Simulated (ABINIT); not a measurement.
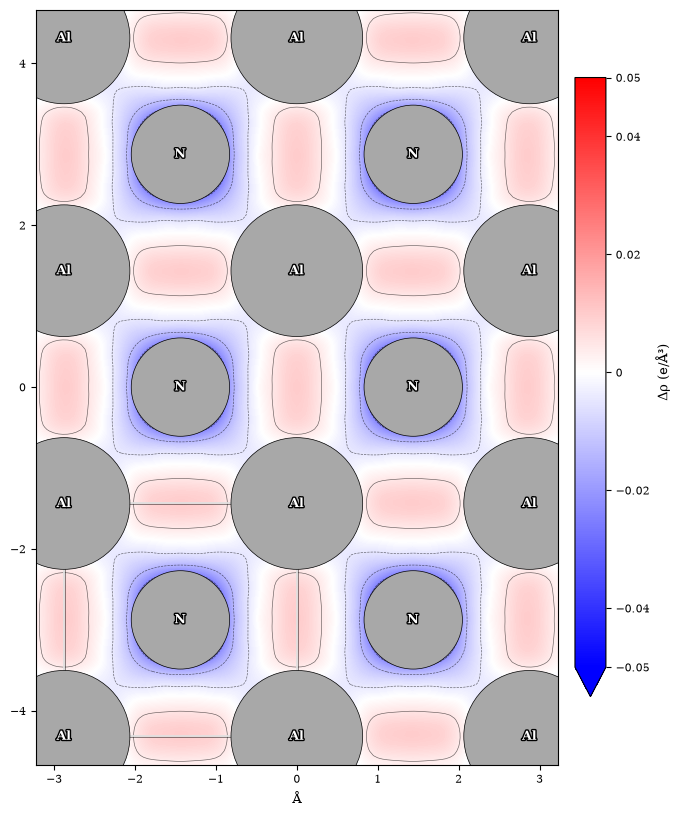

AlN. Difference of the valence pseudo-densities of two functionals at the same geometry, on the (101) plane of the calculation cell: one of BLYP and PBEsol less the other.

Space group Fm-3m; a structure from a database of computed crystals, not necessarily the ambient phase.

Both computed with ABINIT (plane waves, PAW), on the same k-point mesh. Grey discs cover the atomic cores.

```
Al N
1.0
     0.00000    2.03452    2.03452
     2.03452    0.00000    2.03452
     2.03452    2.03452    0.00000
Al N
1 1
Direct
  0.50000 0.50000 0.50000
  0.00000 0.00000 0.00000
```

Question: Which was subtracted from which, and what does the map show?

Answer: It is PBEsol less BLYP. Against BLYP, PBEsol gives more density around Al (+0.004 e/Å³ on average at 1.0 Å from the nucleus), less density around N (−0.009 e/Å³ on average at 0.8 Å from the nucleus) and a change of −0.006 e/Å³ at the midpoint of Al–N.
